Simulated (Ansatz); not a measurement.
## Run report: Ir, geometry relaxation (part 1 of 2)

The run: geometry relaxation of Ir (slab, 4 atoms in the cell). Method and program: DFT r2SCAN, scalar-relativistic, plane waves, PAW, no spin polarisation (Ansatz 0.2.0).

The structure derives from an entry of the Crystallography Open Database. The input holds or restrains some coordinates. Forces given for the steps count only the free coordinates. It belongs to a series of runs on one base structure; here: clean slab, lower half held. Figures and captions count atoms from 1; the log counts them from 0 in places.

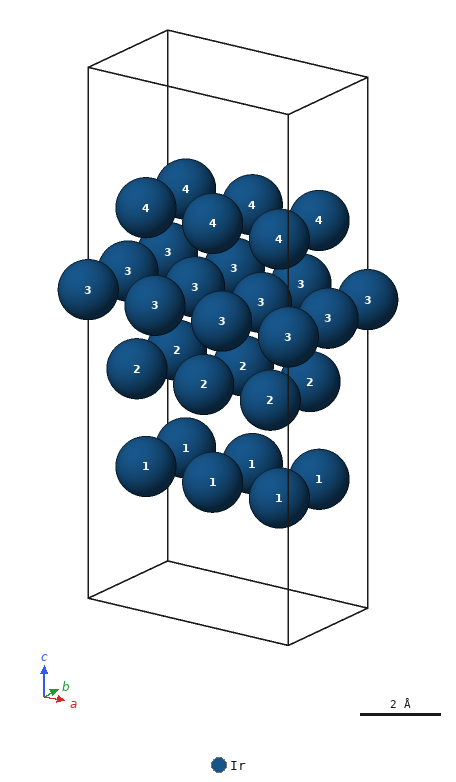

**Figure 1.** The input geometry (spheres-only view of the 3 × 2 repeat of the cell, with the vacuum cut short, seen slightly off an axis; atoms are numbered from 1 in the order of the input). An atom can appear more than once, as a periodic image.

## Summary

| quantity | value |
| --- | --- |
| outcome | converged under the restraints of the input |
| electrons treated | 68 |
| free energy | −47792.9229 eV |
| work function, top face | 5.47 eV |
| work function, bottom face | 5.50 eV |
| Fermi energy | 6.105 eV |
| gap on the k-point mesh | none (metallic) |
| final volume | 151.39 Å³ |
| work function (upper face) | 5.47 eV |
| largest force (length of the vector) at the end, held atoms and coordinates included | 0.425 eV/Å |
| hardware | 2 threads of Arm Neoverse V1, 24 GiB of memory available, shared host |
| wall time | 71 s (CPU time 2.4 min) |
| peak memory | 0.64 GiB |

## Remarks

The program warns: the exchange-correlation potential is rough where the density is thin. Spin–orbit coupling is left out, which matters for Ir.

## Input
```yaml
crystal:
  lattice:
    - [2.718280711, 0.0, 0.0]
    - [-1.3591403555, 2.3541001504, 0.0]
    - [0.0, 0.0, 23.6584007197]
  atoms:
    - { symbol: Ir, position: [0.6666666667, 0.3333333333, 0.3592804138] }
    - { symbol: Ir, position: [0.3333333333, 0.6666666667, 0.4530934713] }
    - { symbol: Ir, position: [0.0, 0.0, 0.5469065287] }
    - { symbol: Ir, position: [0.6666666667, 0.3333333333, 0.6407195862] }
basis:
  ecutwfc: 500
kpoints:
  mp_grid: { grid: [12, 12, 1] }
hamiltonian:
  xc: r2scan
scf:
  occupations: { method: gaussian, width: 0.1 }
output:
  forces: true
  eigenvalues: true
  write_density: true
  write_potential: true
  elf: true
  volumetric_format: npy
relax:
  adjacent_minimum: "off"
  f_tol: 0.03
  max_steps: 70
  constraints: [{ sites: [0, 1] }]
efield:
  axis: 3
  dipole_correction: true
  ramp_width: 0.04
```

Run as:
```bash
ansatz run input.yaml --threads 2 --pin off --max-ram 5120MiB --backend cpu --events-out ev --progress --plain --runs-dir out
```

## What the program printed
```
Engine: ansatz 0.2.0, aarch64-unknown-linux-gnu
Pseudopotentials: kind: paw
Pseudopotential: Ir, paw, valence charge 17, recommended cutoff 500 eV (meta_gga), Ir.paw.azcp
Functional definition: r2SCAN
  parameter k0 = 0.174
  parameter k1 = 0.065
  parameter a1 = 4.9479
  exchange = r2scan_x(k0 = k0, k1 = k1, a1 = a1)
  correlation = r2scan_c
Crystal: 4 atoms, lattice volume = 151.393 Å³
Basis set: ecut = 500 eV, 3747 PW (Γ), exchange–correlation on 80×80×720 points (64 copies of the dense FFT grid, shifted against one another)
Bands: 41, of which v1, the nominal top of the filled ones, is band 34 counted from 1 (33 counted from 0)
Symmetry: 6 space group operations
k-points: 19 of 144 (time reversal used)
Non-local potential: Ir, projectors of the file, l = 0: 3, l = 1: 2, l = 2: 2, l = 3: 1
PAW form: soft (Blöchl's): semilocal exchange-correlation on the pseudo side does not see the compensation charge
PAW frozen core: Ir, regenerated for the run's functional (the file was generated under x = pbe(κ = 0.804, μ = 0.2195149727645171), c = pbe(β = 0.06672455060314922))
PAW one-centre angular grid: Ir, 590 points (default); XC on 160 Gauss nodes
Initial density: superposition of atomic densities (neutral atoms: chi_scale 0, normalization atom), corrected by the library's trained network
Initial wavefunctions: pseudopotential atomic-orbital guess
Functional: x = r2scan, c = r2scan; τ floored in thin density (d = 2e-4 eV/Å³)
SCF iter   1: F=—  HF=-47792.813404 eV  |F-HF|=—  |Δ(HF+E_count)|=         —  Δρ=8.97e-3  dr2=3.65e-1  dr2_τ=1.27e-1  ethr=1.77e-3  p=0.000 e·Å  D=2.44e-13 V/Å  ΔV_dip=-0.00 eV  dr2_dipole=3.08e-7  V_vac-E_F(+/−)=5.49/5.49 eV  ⟨swp⟩=7.7  Hψ=3540  notcnv=0  defer=3
efield: sawtooth ramp at fractional position 0.9800 (placed from the atoms, in the widest stretch of the axis that holds none; the zero of the levels goes with the place), width 0.0400; the density the first Hamiltonian is built on has a dipole p = 0.000 e·Å; the dipole correction subtracts the counter field D = 2.44e-13 V/Å, which shifts the + side's vacuum level by -0.00 eV against the − side's; the planar-averaged density in the ramp window peaks in size at 1.9e-5 e/Å³
preconditioner: auto → LDOS  [metal: Δε(μ)=0.060 eV  Ē_g=6.537 eV  σ=0.100 eV  W_gap=0.33  n_scr=16 (ndim 8)  ℏωp=18.1 eV  f_vac=0.563  D(μ)=4.37/eV (n_scr^D=16)  β→1.0]
SCF iter   2: F=—  HF=-47792.902954 eV  |F-HF|=—  |Δ(HF+E_count)|=   8.95e-2  Δρ=3.43e-3  dr2=3.82e-2  dr2_τ=1.62e-2  ethr=5.36e-4  p=0.000 e·Å  D=2.66e-5 V/Å  ΔV_dip=-0.00 eV  dr2_dipole=3.84e-7  V_vac-E_F(+/−)=5.47/5.47 eV  ⟨swp⟩=3.1  Hψ=1331  notcnv=0  defer=14
SCF iter   3: F=—  HF=-47792.902496 eV  |F-HF|=—  |Δ(HF+E_count)|=   4.58e-4  Δρ=9.99e-4  dr2=2.25e-3  dr2_τ=1.92e-4  ethr=5.62e-5  p=0.000 e·Å  D=1.35e-5 V/Å  ΔV_dip=-0.00 eV  dr2_dipole=2.27e-8  V_vac-E_F(+/−)=5.52/5.52 eV  ⟨swp⟩=2.0  Hψ=1133  notcnv=0  defer=14
SCF iter   4: F=—  HF=-47792.902475 eV  |F-HF|=—  |Δ(HF+E_count)|=   2.06e-5  Δρ=2.46e-4  dr2=2.26e-4  dr2_τ=1.09e-5  ethr=3.31e-6  p=0.000 e·Å  D=3.56e-6 V/Å  ΔV_dip=-0.00 eV  dr2_dipole=2.76e-8  V_vac-E_F(+/−)=5.51/5.51 eV  ⟨swp⟩=3.3  Hψ=1490  notcnv=0  defer=14
SCF iter   5: F=—  HF=-47792.902464 eV  |F-HF|=—  |Δ(HF+E_count)|=   1.13e-5  Δρ=1.17e-4  dr2=5.04e-5  dr2_τ=3.97e-6  ethr=3.32e-7  p=0.000 e·Å  D=3.70e-6 V/Å  ΔV_dip=-0.00 eV  dr2_dipole=1.16e-9  V_vac-E_F(+/−)=5.51/5.51 eV  ⟨swp⟩=2.4  Hψ=1343  notcnv=0  defer=14
SCF iter   6: F=-47792.902465 eV  HF=-47792.902468 eV  |F-HF|=2.33e-6  |Δ(HF+E_count)|=   4.04e-6  Δρ=4.58e-5  dr2=7.25e-6  dr2_τ=1.27e-7  ethr=3.31e-8  p=0.000 e·Å  D=1.06e-6 V/Å  ΔV_dip=-0.00 eV  dr2_dipole=3.76e-10  V_vac-E_F(+/−)=5.51/5.51 eV  ⟨swp⟩=20.3  Hψ=8158  notcnv=0
SCF 1 converged in 6 iterations: F = -47792.902465 eV  dr2 = 7.25e-6
  greatest PAW one-centre occupation: 1.000 electrons in one spin orbital (limit 2), on the Ir atom at site 0 (counted from 0), in its partial waves of l = 1
relax step   1: F+E_penalty+E_count = -47792.90246537 eV  Δ(F+E_penalty+E_count) = +0.000e0 eV  max|allowed force component| = 5.069e-1 eV/Å  Δτ_max = 0.0000 Å  (6 SCF iters, dr2 threshold 2.25e-5 eV, accepted)
Initial density: handed on by an earlier stage of this run
Initial wavefunctions: those handed on with the density
SCF iter   1: F=—  HF=-47791.761940 eV  |F-HF|=—  |Δ(HF+E_count)|=         —  Δρ=1.73e-2  dr2=6.00e0  dr2_τ=8.81e0  ethr=3.10e-3  p=-0.000 e·Å  D=-8.64e-7 V/Å  ΔV_dip=0.00 eV  dr2_dipole=2.74e0  V_vac-E_F(+/−)=5.43/5.43 eV  ⟨swp⟩=5.5  Hψ=2274  notcnv=0  defer=3
efield: sawtooth ramp at fractional position 0.9800 (handed on by an earlier solve), width 0.0400; the density the first Hamiltonian is built on has a dipole p = -0.000 e·Å; the dipole correction subtracts the counter field D = -8.64e-7 V/Å, which shifts the + side's vacuum level by +0.00 eV against the − side's; the planar-averaged density in the ramp window peaks in size at 8.5e-6 e/Å³
preconditioner: auto → LDOS  [metal: Δε(μ)=0.078 eV  Ē_g=6.746 eV  σ=0.100 eV  W_gap=0.39  n_scr=16 (ndim 8)  ℏωp=18.1 eV  f_vac=0.573  D(μ)=3.81/eV (n_scr^D=16)  β→1.0]
SCF iter   2: F=—  HF=-47793.213969 eV  |F-HF|=—  |Δ(HF+E_count)|=    1.45e0  Δρ=1.89e-2  dr2=8.01e0  dr2_τ=1.31e-1  ethr=3.10e-3  p=0.079 e·Å  D=9.49e-2 V/Å  ΔV_dip=-2.24 eV  dr2_dipole=4.05e0  V_vac-E_F(+/−)=3.62/5.86 eV  ⟨swp⟩=2.2  Hψ=1365  notcnv=0  defer=17
SCF iter   3: F=—  HF=-47792.961264 eV  |F-HF|=—  |Δ(HF+E_count)|=   2.53e-1  Δρ=1.12e-2  dr2=3.07e0  dr2_τ=4.67e-3  ethr=3.10e-3  p=0.050 e·Å  D=5.97e-2 V/Å  ΔV_dip=-1.41 eV  dr2_dipole=1.54e0  V_vac-E_F(+/−)=4.31/5.72 eV  ⟨swp⟩=2.1  Hψ=885  notcnv=0  defer=17
SCF iter   4: F=—  HF=-47792.874712 eV  |F-HF|=—  |Δ(HF+E_count)|=   8.66e-2  Δρ=1.75e-3  dr2=7.82e-2  dr2_τ=3.17e-4  ethr=3.10e-3  p=0.013 e·Å  D=1.61e-2 V/Å  ΔV_dip=-0.38 eV  dr2_dipole=4.25e-2  V_vac-E_F(+/−)=5.16/5.55 eV  ⟨swp⟩=1.9  Hψ=921  notcnv=0  defer=17
SCF iter   5: F=—  HF=-47792.876413 eV  |F-HF|=—  |Δ(HF+E_count)|=   1.70e-3  Δρ=7.47e-4  dr2=1.75e-3  dr2_τ=1.50e-4  ethr=1.15e-4  p=0.004 e·Å  D=4.52e-3 V/Å  ΔV_dip=-0.11 eV  dr2_dipole=2.27e-5  V_vac-E_F(+/−)=5.40/5.51 eV  ⟨swp⟩=2.0  Hψ=1202  notcnv=0  defer=15
SCF iter   6: F=—  HF=-47792.876354 eV  |F-HF|=—  |Δ(HF+E_count)|=   5.92e-5  Δρ=3.17e-4  dr2=3.36e-4  dr2_τ=4.32e-5  ethr=2.58e-6  p=0.002 e·Å  D=1.96e-3 V/Å  ΔV_dip=-0.05 eV  dr2_dipole=5.01e-5  V_vac-E_F(+/−)=5.44/5.49 eV  ⟨swp⟩=2.6  Hψ=1374  notcnv=0  defer=15
SCF iter   7: F=—  HF=-47792.876309 eV  |F-HF|=—  |Δ(HF+E_count)|=   4.45e-5  Δρ=9.61e-5  dr2=1.13e-4  dr2_τ=4.51e-6  ethr=4.93e-7  p=0.003 e·Å  D=3.11e-3 V/Å  ΔV_dip=-0.07 eV  dr2_dipole=5.77e-5  V_vac-E_F(+/−)=5.43/5.50 eV  ⟨swp⟩=2.8  Hψ=1363  notcnv=0  defer=15
SCF iter   8: F=-47792.876301 eV  HF=-47792.876305 eV  |F-HF|=4.60e-6  |Δ(HF+E_count)|=   4.11e-6  Δρ=3.35e-5  dr2=4.62e-6  dr2_τ=3.36e-7  ethr=2.36e-8  p=0.002 e·Å  D=2.85e-3 V/Å  ΔV_dip=-0.07 eV  dr2_dipole=1.70e-6  V_vac-E_F(+/−)=5.43/5.50 eV  ⟨swp⟩=18.7  Hψ=8339  notcnv=0
SCF 2 converged in 8 iterations: F = -47792.876301 eV  dr2 = 4.62e-6
  greatest PAW one-centre occupation: 1.001 electrons in one spin orbital (limit 2), on the Ir atom at site 3 (counted from 0), in its partial waves of l = 1
relax step   2: F+E_penalty+E_count = -47792.87630065 eV  Δ(F+E_penalty+E_count) = +2.616e-2 eV  max|allowed force component| = 9.482e-1 eV/Å  Δτ_max = 0.1949 Å  (8 SCF iters, dr2 threshold 1.61e-5 eV, rejected (line search))
iter 1 solved again at ethr=1.02e-4 eV; its pass at ethr=3.10e-3 eV (dr2=6.93e-2 eV) is discarded
SCF iter   1: F=—  HF=-47792.291635 eV  |F-HF|=—  |Δ(HF+E_count)|=         —  Δρ=6.23e-3  dr2=8.91e-2  dr2_τ=2.69e0  ethr=1.02e-4  p=0.002 e·Å  D=2.85e-3 V/Å  ΔV_dip=-0.07 eV  dr2_dipole=3.31e-2  V_vac-E_F(+/−)=5.42/5.49 eV  ⟨swp⟩=2.0  Hψ=3110  notcnv=0  defer=13
efield: sawtooth ramp at fractional position 0.9800 (handed on by an earlier solve), width 0.0400; the density the first Hamiltonian is built on has a dipole p = 0.002 e·Å; the dipole correction subtracts the counter field D = 2.85e-3 V/Å, which shifts the + side's vacuum level by -0.07 eV against the − side's; the planar-averaged density in the ramp window peaks in size at 1.5e-5 e/Å³
eigensolver tolerance schedule calibrated: the retry pair's looser diagonalisation under-reported the residual by θ = 0.22 (0.15/decade); ethr = c·dr2/N_el runs at the constant in force after the calibration composes with the one it found (an armed cap, an earlier calibration), c = 4.5e-2
preconditioner: auto → LDOS  [metal: Δε(μ)=0.078 eV  Ē_g=6.593 eV  σ=0.100 eV  W_gap=0.41  n_scr=16 (ndim 8)  ℏωp=18.1 eV  f_vac=0.567  D(μ)=4.42/eV (n_scr^D=16)  β→1.0]
SCF iter   2: F=—  HF=-47792.942657 eV  |F-HF|=—  |Δ(HF+E_count)|=   6.51e-1  Δρ=6.04e-3  dr2=3.82e-1  dr2_τ=5.10e-3  ethr=5.84e-5  p=-0.005 e·Å  D=-6.03e-3 V/Å  ΔV_dip=0.14 eV  dr2_dipole=8.63e-2  V_vac-E_F(+/−)=5.67/5.52 eV  ⟨swp⟩=3.0  Hψ=1856  notcnv=0  defer=13  recentre
SCF iter   3: F=—  HF=-47792.926969 eV  |F-HF|=—  |Δ(HF+E_count)|=   1.57e-2  Δρ=5.30e-3  dr2=3.81e-1  dr2_τ=4.16e-3  ethr=5.84e-5  p=-0.003 e·Å  D=-3.19e-3 V/Å  ΔV_dip=0.08 eV  dr2_dipole=1.33e-1  V_vac-E_F(+/−)=5.59/5.52 eV  ⟨swp⟩=2.0  Hψ=1144  notcnv=0  defer=13
SCF iter   4: F=—  HF=-47792.930113 eV  |F-HF|=—  |Δ(HF+E_count)|=   3.14e-3  Δρ=5.88e-3  dr2=4.40e-1  dr2_τ=6.96e-3  ethr=5.84e-5  p=-0.001 e·Å  D=-7.04e-4 V/Å  ΔV_dip=0.02 eV  dr2_dipole=1.58e-1  V_vac-E_F(+/−)=5.55/5.54 eV  ⟨swp⟩=1.0  Hψ=764  notcnv=0  defer=13
SCF iter   5: F=—  HF=-47792.933089 eV  |F-HF|=—  |Δ(HF+E_count)|=   2.98e-3  Δρ=6.54e-3  dr2=5.17e-1  dr2_τ=7.38e-3  ethr=5.84e-5  p=-0.000 e·Å  D=-6.75e-5 V/Å  ΔV_dip=0.00 eV  dr2_dipole=1.75e-1  V_vac-E_F(+/−)=5.54/5.54 eV  ⟨swp⟩=1.3  Hψ=828  notcnv=0  defer=13
SCF iter   6: F=—  HF=-47792.933410 eV  |F-HF|=—  |Δ(HF+E_count)|=   3.21e-4  Δρ=6.60e-3  dr2=5.35e-1  dr2_τ=7.48e-3  ethr=5.84e-5  p=0.000 e·Å  D=4.39e-4 V/Å  ΔV_dip=-0.01 eV  dr2_dipole=1.84e-1  V_vac-E_F(+/−)=5.53/5.54 eV  ⟨swp⟩=1.7  Hψ=839  notcnv=0  defer=13
SCF iter   7: F=—  HF=-47792.931257 eV  |F-HF|=—  |Δ(HF+E_count)|=   2.15e-3  Δρ=6.03e-3  dr2=4.54e-1  dr2_τ=5.58e-3  ethr=5.84e-5  p=-0.000 e·Å  D=-5.64e-4 V/Å  ΔV_dip=0.01 eV  dr2_dipole=1.57e-1  V_vac-E_F(+/−)=5.55/5.54 eV  ⟨swp⟩=1.6  Hψ=872  notcnv=0  defer=13
SCF iter   8: F=—  HF=-47792.929172 eV  |F-HF|=—  |Δ(HF+E_count)|=   2.09e-3  Δρ=5.24e-3  dr2=3.41e-1  dr2_τ=4.26e-3  ethr=5.84e-5  p=-0.002 e·Å  D=-1.82e-3 V/Å  ΔV_dip=0.04 eV  dr2_dipole=1.17e-1  V_vac-E_F(+/−)=5.58/5.54 eV  ⟨swp⟩=1.5  Hψ=868  notcnv=0  defer=13
SCF iter   9: F=—  HF=-47792.927860 eV  |F-HF|=—  |Δ(HF+E_count)|=   1.31e-3  Δρ=4.60e-3  dr2=2.66e-1  dr2_τ=3.33e-3  ethr=5.84e-5  p=-0.001 e·Å  D=-1.23e-3 V/Å  ΔV_dip=0.03 eV  dr2_dipole=9.07e-2  V_vac-E_F(+/−)=5.56/5.53 eV  ⟨swp⟩=1.5  Hψ=918  notcnv=0  defer=13
SCF iter  10: F=—  HF=-47792.927297 eV  |F-HF|=—  |Δ(HF+E_count)|=   5.64e-4  Δρ=4.81e-3  dr2=2.89e-1  dr2_τ=3.00e-3  ethr=5.84e-5  p=-0.002 e·Å  D=-2.85e-3 V/Å  ΔV_dip=0.07 eV  dr2_dipole=9.33e-2  V_vac-E_F(+/−)=5.59/5.52 eV  ⟨swp⟩=1.6  Hψ=873  notcnv=0  defer=13
SCF iter  11: F=—  HF=-47792.925912 eV  |F-HF|=—  |Δ(HF+E_count)|=   1.38e-3  Δρ=3.76e-3  dr2=1.25e-1  dr2_τ=4.66e-4  ethr=5.84e-5  p=-0.006 e·Å  D=-7.05e-3 V/Å  ΔV_dip=0.17 eV  dr2_dipole=3.21e-2  V_vac-E_F(+/−)=5.68/5.51 eV  ⟨swp⟩=1.8  Hψ=854  notcnv=0  defer=13
SCF iter  12: F=—  HF=-47792.922755 eV  |F-HF|=—  |Δ(HF+E_count)|=   3.16e-3  Δρ=1.36e-3  dr2=4.13e-3  dr2_τ=1.14e-4  ethr=5.84e-5  p=-0.005 e·Å  D=-6.20e-3 V/Å  ΔV_dip=0.15 eV  dr2_dipole=1.36e-4  V_vac-E_F(+/−)=5.65/5.50 eV  ⟨swp⟩=1.3  Hψ=819  notcnv=0  defer=13
SCF iter  13: F=—  HF=-47792.922688 eV  |F-HF|=—  |Δ(HF+E_count)|=   6.70e-5  Δρ=3.62e-4  dr2=2.69e-4  dr2_τ=3.44e-5  ethr=2.70e-6  p=0.001 e·Å  D=1.27e-3 V/Å  ΔV_dip=-0.03 eV  dr2_dipole=3.79e-5  V_vac-E_F(+/−)=5.47/5.50 eV  ⟨swp⟩=3.1  Hψ=1541  notcnv=0  defer=13
SCF iter  14: F=—  HF=-47792.922726 eV  |F-HF|=—  |Δ(HF+E_count)|=   3.82e-5  Δρ=1.36e-4  dr2=3.33e-5  dr2_τ=7.88e-6  ethr=1.76e-7  p=0.001 e·Å  D=1.10e-3 V/Å  ΔV_dip=-0.03 eV  dr2_dipole=3.88e-7  V_vac-E_F(+/−)=5.47/5.50 eV  ⟨swp⟩=2.9  Hψ=1563  notcnv=0  defer=13
SCF iter  15: F=—  HF=-47792.922789 eV  |F-HF|=—  |Δ(HF+E_count)|=   6.35e-5  Δρ=4.67e-5  dr2=3.54e-6  dr2_τ=4.30e-7  ethr=2.18e-8  p=0.001 e·Å  D=1.21e-3 V/Å  ΔV_dip=-0.03 eV  dr2_dipole=7.76e-8  V_vac-E_F(+/−)=5.47/5.50 eV  ⟨swp⟩=2.8  Hψ=1541  notcnv=0  defer=15
SCF iter  16: F=—  HF=-47792.922791 eV  |F-HF|=—  |Δ(HF+E_count)|=   1.84e-6  Δρ=2.06e-5  dr2=1.56e-6  dr2_τ=1.14e-7  ethr=2.32e-9  p=0.001 e·Å  D=1.26e-3 V/Å  ΔV_dip=-0.03 eV  dr2_dipole=6.31e-9  V_vac-E_F(+/−)=5.47/5.50 eV  ⟨swp⟩=3.1  Hψ=1612  notcnv=0  defer=15
SCF iter  17: F=—  HF=-47792.922791 eV  |F-HF|=—  |Δ(HF+E_count)|=   4.31e-8  Δρ=8.16e-6  dr2=1.91e-7  dr2_τ=6.25e-9  ethr=1.02e-9  p=0.001 e·Å  D=1.24e-3 V/Å  ΔV_dip=-0.03 eV  dr2_dipole=4.05e-9  V_vac-E_F(+/−)=5.47/5.50 eV  ⟨swp⟩=2.2  Hψ=1144  notcnv=0  defer=15
SCF iter  18: F=-47792.922791 eV  HF=-47792.922791 eV  |F-HF|=6.16e-9  |Δ(HF+E_count)|=   9.81e-8  Δρ=2.23e-6  dr2=2.48e-8  dr2_τ=7.51e-10  ethr=6.55e-11  p=0.001 e·Å  D=1.21e-3 V/Å  ΔV_dip=-0.03 eV  dr2_dipole=4.57e-9  V_vac-E_F(+/−)=5.47/5.50 eV  ⟨swp⟩=18.8  Hψ=6852  notcnv=0
SCF 3 converged in 18 iterations: F = -47792.922791 eV  dr2 = 2.48e-8
  greatest PAW one-centre occupation: 1.000 electrons in one spin orbital (limit 2), on the Ir atom at site 3 (counted from 0), in its partial waves of l = 1
relax step   3: F+E_penalty+E_count = -47792.92279137 eV  Δ(F+E_penalty+E_count) = -2.033e-2 eV  max|allowed force component| = 5.459e-2 eV/Å  Δτ_max = 0.0871 Å  (18 SCF iters, accepted)
```
